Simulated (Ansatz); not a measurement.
# Two runs on WSe2

System: WSe2 (P-6m2, 3 atoms in the cell).
Method of run 1: DFT, r2SCAN, PAW, plane waves (Ansatz 0.2.0).

The structure was built on a prototype by a generator. Text and figures count atoms from 1; the logs count them from 0 in places.

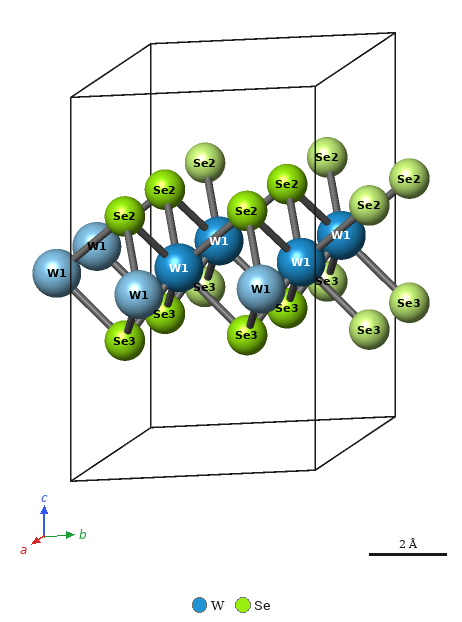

The structure as given in the input (ball-and-stick view of the 2 × 2 repeat of the cell, with the vacuum cut short, seen slightly off an axis; neighbours outside the cell are drawn fainter; atoms are numbered from 1 in the order of the input).

## Input, run 1
```yaml
crystal:
  lattice:
    - [3.270281, 0.000000, 0.000000]
    - [-1.635141, 2.832146, 0.000000]
    - [0.000000, 0.000000, 18.000000]
  atoms:
    - { symbol: W, position: [0.333333, 0.666667, 0.500000] }
    - { symbol: Se, position: [0.666667, 0.333333, 0.592929] }
    - { symbol: Se, position: [0.666667, 0.333333, 0.407071] }
kpoints:
  mp_grid: { grid: [9, 9, 1] }
  band_path: { path: [VBM, CBM], npoints: 2 }
hamiltonian:
  xc: r2scan
scf:
  occupations: { method: fermi_dirac, width: 0.01 }
output:
  forces: true
  eigenvalues: true
  populations: true
```

Hardware: 7 CPU threads, shared host.

## Output, shortened to warnings, some set-up lines, iterations and results (run 1)
```
Basis set: ecut = 500 eV, 4187 PW (Γ), exchange–correlation on 96×96×540 points (64 copies of the dense FFT grid, shifted against one another)
Symmetry: 12 space group operations
k-points: 12 of 81 (time reversal used)
Initial density: superposition of atomic densities (neutral atoms: chi_scale 0, normalization atom), corrected by the library's trained network
[...]
SCF iter   1: F=—  HF=-21355.257219 eV  |F-HF|=—  |Δ(HF+E_count)|=         —  Δρ=3.48e-3  dr2=1.07e-2  dr2_τ=4.73e-2  ethr=1.77e-3  ⟨swp⟩=9.4  Hψ=1657  notcnv=0
SCF iter   2: F=—  HF=-21355.322738 eV  |F-HF|=—  |Δ(HF+E_count)|=   6.55e-2  Δρ=2.40e-3  dr2=1.31e-2  dr2_τ=1.06e-3  ethr=2.32e-5  ⟨swp⟩=3.8  Hψ=904  notcnv=0  defer=12
SCF iter   3: F=—  HF=-21355.325996 eV  |F-HF|=—  |Δ(HF+E_count)|=   3.26e-3  Δρ=2.08e-3  dr2=1.78e-2  dr2_τ=7.22e-4  ethr=2.32e-5  ⟨swp⟩=3.0  Hψ=503  notcnv=0  defer=12
SCF iter   4: F=—  HF=-21355.325611 eV  |F-HF|=—  |Δ(HF+E_count)|=   3.85e-4  Δρ=6.12e-4  dr2=4.22e-4  dr2_τ=4.40e-5  ethr=2.32e-5  ⟨swp⟩=3.0  Hψ=496  notcnv=0  defer=12
SCF iter   5: F=—  HF=-21355.326074 eV  |F-HF|=—  |Δ(HF+E_count)|=   4.64e-4  Δρ=1.72e-4  dr2=3.92e-5  dr2_τ=1.75e-6  ethr=9.18e-7  ⟨swp⟩=3.7  Hψ=733  notcnv=0  defer=12
SCF iter   6: F=—  HF=-21355.326166 eV  |F-HF|=—  |Δ(HF+E_count)|=   9.17e-5  Δρ=2.94e-5  dr2=7.48e-7  dr2_τ=4.92e-8  ethr=8.51e-8  ⟨swp⟩=2.2  Hψ=452  notcnv=0  defer=12
SCF iter   7: F=-21355.326172 eV  HF=-21355.326172 eV  |F-HF|=4.22e-7  |Δ(HF+E_count)|=   6.04e-6  Δρ=7.62e-6  dr2=6.54e-8  dr2_τ=2.01e-8  ethr=2.17e-10  ⟨swp⟩=11.2  Hψ=1899  …
SCF 1 converged in 7 iterations: F = -21355.326172 eV  dr2 = 6.54e-8
NSCF: frozen V_eff on 7 k-points
NSCF: frozen V_eff on 7 k-points
NSCF: frozen V_eff on 4 k-points
NSCF: frozen V_eff on 4 k-points
NSCF: frozen V_eff on 4 k-points
NSCF: frozen V_eff on 3 k-points
NSCF: frozen V_eff on 1 k-points
NSCF: frozen V_eff on 1 k-points
NSCF: frozen V_eff on 3 k-points
SCF converged after 7 iterations
Free energy (F): -21355.326172 eV
Harris-Foulkes:  -21355.326172 eV  (|F-HF|=4.22e-7)
Internal energy: -21355.326172 eV  (E = F + TS)
E sigma→0 (E₀):  -21355.326172 eV
Fermi energy:    2.096274 eV
--- Per-component energies (eV) ---
  E_band       = -1401.591115
  E_kinetic    = 691.381765
  E_local      = -36902.286370  (includes V_loc(G=0)·N_el)
  E_nonlocal   = -1188.405717
  E_hartree    = 18083.606409
  E_xc         = -446.817902
  E_vxc        = -473.273534  (∫ρ·V_xc dr)
  E_paw        = -12443.674953  (= ΣΔE_a)
  E_vpaw       = 279.749176  (= ΣTr[D̂ρ^β])
  E_aug_tail   = -0.000471  (compensation charges beyond the density's cutoff)
  E_vtau       = 24.037981  (kinetic-family band-sum trace: ∫τ·v_τ [+ j·A + Jᵃ·Aᵃ] dr)
  E_ewald      = 10854.988556
  E_core_change = -4.117489  (= ΣΔE_core)
  E_smearing   = -0.000000  (= −TS)
  E_closure    = 0.000000  (closes the sum)
  Σ components = -21355.326172   (vs F -21355.326172, Δ=0.00e0)
--- Forces (eV/Å), atoms counted from 1 ---
  atom   1  W     -0.00000000     0.00000000     0.00000000
  atom   2  Se     0.00000000    -0.00000000     0.07668284
  atom   3  Se     0.00000000    -0.00000000    -0.07668284
  max |Σ_I F_I| component: 1.39e-17 eV/Å
--- Löwdin populations: 3 sites ---
  site symbol       q [e]
     0      W     13.5881
     1     Se     16.1000
     2     Se     16.1000
  spilling = 0.004605 (of n_electrons = 46.000000)
```

The input of run 2 differs as follows (lines with − go, lines with + come):
```diff
-  xc: r2scan
+  xc: hse06
```

What does this change do to the results?

The total energies belong to different methods, so their difference says nothing on which is more stable or more accurate. The largest force goes from 0.077 to 0.111 eV/Å. The functional changes from r2SCAN to HSE06. The SCF takes 19 iterations against 7. The default cutoff goes from 500 to 420 eV with the change. The plane waves at Γ go from 4187 to 3313.

## Output, shortened to warnings, some set-up lines, iterations and results (run 2)
```
Basis set: ecut = 420 eV, 3313 PW (Γ), exchange–correlation on 48×48×250 points (8 copies of the dense FFT grid, shifted against one another)
Symmetry: 12 space group operations
k-points: 12 of 81 (time reversal used)
Initial density: superposition of atomic densities (neutral atoms: chi_scale 0, normalization atom), corrected by the library's trained network
[...]
SCF iter   1: F=—  HF=-21324.623836 eV  |F-HF|=—  |Δ(HF+E_count)|=         —  Δρ=3.77e-3  dr2=2.08e-2  ethr=1.77e-3  ⟨swp⟩=8.3  Hψ=1347  notcnv=0
SCF iter   2: F=—  HF=-21324.633914 eV  |F-HF|=—  |Δ(HF+E_count)|=   1.01e-2  Δρ=3.28e-3  dr2=5.92e-2  ethr=4.51e-5  ⟨swp⟩=5.5  Hψ=968  notcnv=0  defer=7
SCF iter   3: F=—  HF=-21324.627609 eV  |F-HF|=—  |Δ(HF+E_count)|=   6.30e-3  Δρ=1.53e-3  dr2=8.57e-3  ethr=4.51e-5  ⟨swp⟩=5.1  Hψ=905  notcnv=0  defer=3
SCF iter   4: F=—  HF=-21324.627570 eV  |F-HF|=—  |Δ(HF+E_count)|=   3.95e-5  Δρ=6.23e-4  dr2=4.12e-4  ethr=1.04e-6  ⟨swp⟩=4.1  Hψ=1527  notcnv=0  defer=5
SCF iter   5: F=-21324.627871 eV  HF=-21324.627843 eV  |F-HF|=2.78e-5  |Δ(HF+E_count)|=   2.73e-4  Δρ=1.24e-4  dr2=8.35e-6  ethr=8.96e-7  ⟨swp⟩=3.7  Hψ=771  notcnv=0  defer=7
[... 13 lines ...]
SCF iter   5: F=-21328.620184 eV  HF=-21328.620184 eV  |F-HF|=4.29e-9  |Δ(HF+E_count)|=   2.53e-9  Δρ=1.09e-6  dr2=1.56e-9  ethr=1.07e-11  ⟨swp⟩=4.3  Hψ=809  notcnv=0  defer=3
SCF 3 converged in 5 iterations: F = -21328.620184 eV  dr2 = 1.56e-9
SCF iter   1: F=—  HF=-21328.620184 eV  |F-HF|=—  |Δ(HF+E_count)|=         —  Δρ=9.94e-7  dr2=1.50e-9  ethr=5.41e-10  ⟨swp⟩=7.4  Hψ=764  notcnv=0
SCF iter   2: F=-21328.620184 eV  HF=-21328.620184 eV  |F-HF|=1.09e-9  |Δ(HF+E_count)|=   2.16e-9  Δρ=7.97e-7  dr2=5.96e-10  ethr=3.19e-12  ⟨swp⟩=4.0  Hψ=982  notcnv=0
SCF 4 converged in 2 iterations: F = -21328.620184 eV  dr2 = 5.96e-10
  Residual-converged pass: ⟨swp⟩=2.1  Hψ=597  notcnv=0  max |occ|·‖R‖ = 8.7e-7 eV (tolerance 8.8e-7 eV)  dr2=5.96e-10  dr2_onsite=1.82e-9  max |Δocc| = 0.0e0
hybrid outer 3: dexx = +2.875e-10 eV, tail = 4.84e-9 eV, Δε = 7.49e-5 eV (about 5.23e-5 eV left of the loop's levels), ΔF = 1.64e-4 eV/Å (tail 2.94e-4)
NSCF: frozen V_eff on 7 k-points
NSCF: frozen V_eff on 7 k-points
NSCF: frozen V_eff on 4 k-points
NSCF: frozen V_eff on 4 k-points
NSCF: frozen V_eff on 4 k-points
NSCF: frozen V_eff on 3 k-points
NSCF: frozen V_eff on 1 k-points
NSCF: frozen V_eff on 1 k-points
NSCF: frozen V_eff on 3 k-points
hybrid SCF converged: 3 outer / 14 inner (+5 warm-up), last move |dexx| = 2.88e-10 eV, tail = 4.84e-9 eV
Stability not checked: this state was not tested for a lower state beside it, because the functional holds exact exchange (a hybrid, or Hartree-Fock), whose exchange loop this test does not read (fock_operator; see scf.lower_state_search)
Free energy (F): -21328.620184 eV
Harris-Foulkes:  -21328.620184 eV  (|F-HF|=1.09e-9)
Internal energy: -21328.620184 eV  (E = F + TS)
E sigma→0 (E₀):  -21328.620184 eV
Fermi energy:    2.110064 eV
--- Per-component energies (eV) ---
  E_band       = -1488.690557
  E_kinetic    = 686.862619
  E_local      = -36891.350972  (includes V_loc(G=0)·N_el)
  E_nonlocal   = -1190.198539
  E_hartree    = 18077.344166
  E_xc         = -380.525862
  E_vxc        = -347.836497  (∫ρ·V_xc dr)
  E_exx        = -177.338483  (= α·E_x^exact, valence–valence)
  E_paw        = -12303.335611  (= ΣΔE_a)
  E_vpaw       = 453.822636  (= ΣTr[D̂ρ^β])
  E_aug_tail   = -0.001261  (compensation charges beyond the density's cutoff)
  E_ewald      = 10854.988556
  E_core_change = -5.064798  (= ΣΔE_core)
  E_smearing   = -0.000000  (= −TS)
  E_closure    = -0.000000  (closes the sum)
  Σ components = -21328.620184   (vs F -21328.620184, Δ=0.00e0)
--- Forces (eV/Å), atoms counted from 1 ---
  atom   1  W     -0.00000000     0.00000000     0.00000000
  atom   2  Se     0.00000000    -0.00000000    -0.11141287
  atom   3  Se     0.00000000     0.00000000     0.11141287
  max |Σ_I F_I| component: 5.44e-17 eV/Å
--- Löwdin populations: 3 sites ---
  site symbol       q [e]
     0      W     13.5775
     1     Se     16.0954
     2     Se     16.0954
  spilling = 0.005036 (of n_electrons = 46.000000)
```

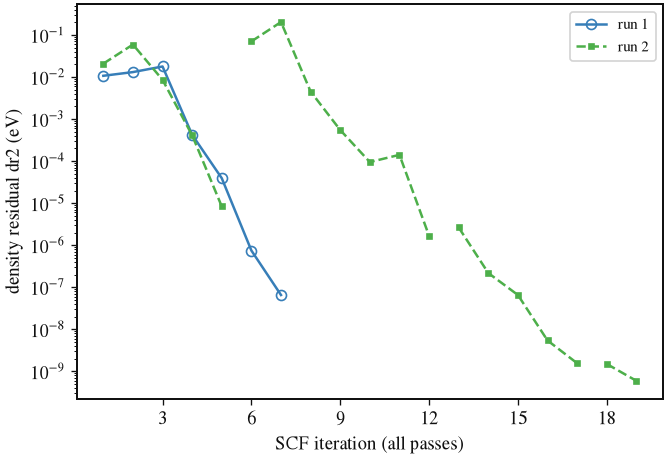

Convergence of the two runs: density residual dr2 against the SCF iteration. A break in a curve parts two SCF passes. Run 1 takes 7 iterations in all, and run 2 takes 19.

## The two runs side by side

```tsv
quantity	run 1	run 2
outcome	converged	converged
free energy per atom (eV)	−7118.4421	−7109.5401
largest force (eV/Å)	0.077	0.111
SCF iterations	7	19
irreducible k-points	12	12
plane waves at Γ	4187	3313
wall time (shared host)	3 s	2.6 min
```

For both runs: Warnings: the structure was made exactly symmetric. Spin–orbit coupling is left out, which matters for W.
